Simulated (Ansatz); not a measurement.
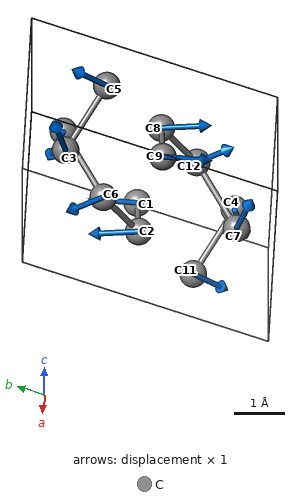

This is a relaxation of a crystal of C (a generated structure, set up in P-31m) (coarse preliminary run). The starting structure is drawn; blue arrows show the displacements (the part carried along by the change of the cell is left out), at their true length.

The picture is a ball-and-stick view of the cell of the calculation, seen from a free direction.

These are results of DFT PBE, scalar-relativistic, plane waves, PAW in Ansatz 0.2.0, not measurements.

Input file:
```yaml
crystal:
  lattice:
    - [5.85155111, 0.0, 0.0]
    - [-2.92577555, 5.06759191, 0.0]
    - [0.0, 0.0, 2.21632872]
  atoms:
    - { symbol: C, position: [0.85027304, 0.53882602, 0.78300202] }
    - { symbol: C, position: [0.68855298, 0.53882602, 0.21699798] }
    - { symbol: C, position: [0.31144702, 0.85027304, 0.21699798] }
    - { symbol: C, position: [0.68855298, 0.14972696, 0.78300202] }
    - { symbol: C, position: [0.14972696, 0.68855298, 0.78300202] }
    - { symbol: C, position: [0.53882602, 0.68855298, 0.21699798] }
    - { symbol: C, position: [0.46117398, 0.14972696, 0.21699798] }
    - { symbol: C, position: [0.31144702, 0.46117398, 0.78300202] }
    - { symbol: C, position: [0.14972696, 0.46117398, 0.21699798] }
    - { symbol: C, position: [0.53882602, 0.85027304, 0.78300202] }
    - { symbol: C, position: [0.85027304, 0.31144702, 0.21699798] }
    - { symbol: C, position: [0.46117398, 0.31144702, 0.78300202] }
basis:
  ecutwfc: 420
kpoints:
  mp_grid: { grid: [3, 3, 8] }
hamiltonian:
  xc: pbe
scf:
  occupations: { method: gaussian, width: 0.1 }
  lower_state_search: "off"
output:
  forces: true
  stress: true
  eigenvalues: true
relax:
  adjacent_minimum: "off"
  f_tol: 0.04
  max_steps: 70
  cell: { stress_tol: 0.4 }
```

Command:
```bash
ansatz run input.yaml --threads 1 --pin off --max-ram 2560MiB --backend cpu --events-out ev --progress --plain --runs-dir out
```

What did the optimiser do to the structure, and how much energy did it gain?

The largest moves relative to the cell, 1.06 Å, are those of 12 atoms (C1, C2, C3, C4 and others). C4 goes along [3 −1 −1]. The volume changes by +95.2 %, with a = b 5.852 → 7.757 Å (+32.6 %), c 2.216 → 2.462 Å (+11.1 %). Some distances before and after: C1–C11 1.642 → 3.993 Å, C1–C12 1.981 → 4.210 Å, C1–C11 (another image) 1.829 → 3.993 Å, C1–C2 1.571 → 1.430 Å. Bonds break: C1–C11 (1.64 → 3.99 Å), C2–C12 (1.64 → 3.99 Å), C3–C10 (1.64 → 3.99 Å), C4–C7 (1.64 → 3.99 Å). Bond angles that change, for instance: C1–C2–C1 98.4° → 118.8°, C1–C2–C6 127.4° → 116.2°, C1–C2–C6 121.4° → 116.2°. The space group (tolerance 0.01 Å) goes from P-31m (No. 162) to P6_3/mcm (No. 193). The energy falls by 29.611 eV per cell of the calculation in 14 accepted moves (17 points after the start). Largest force component: 6.8 eV/Å at the start, 0.0075 eV/Å at the end. The pressure goes from 135.48 to 0.20 GPa. At 3 points the geometry stayed and the basis and grid were re-selected for the new cell (energy shift of 0.772 eV per cell of the calculation at most each time). The run took 60 s on 1 thread of Arm Neoverse V2 (shared host), peak memory 0.38 GiB.
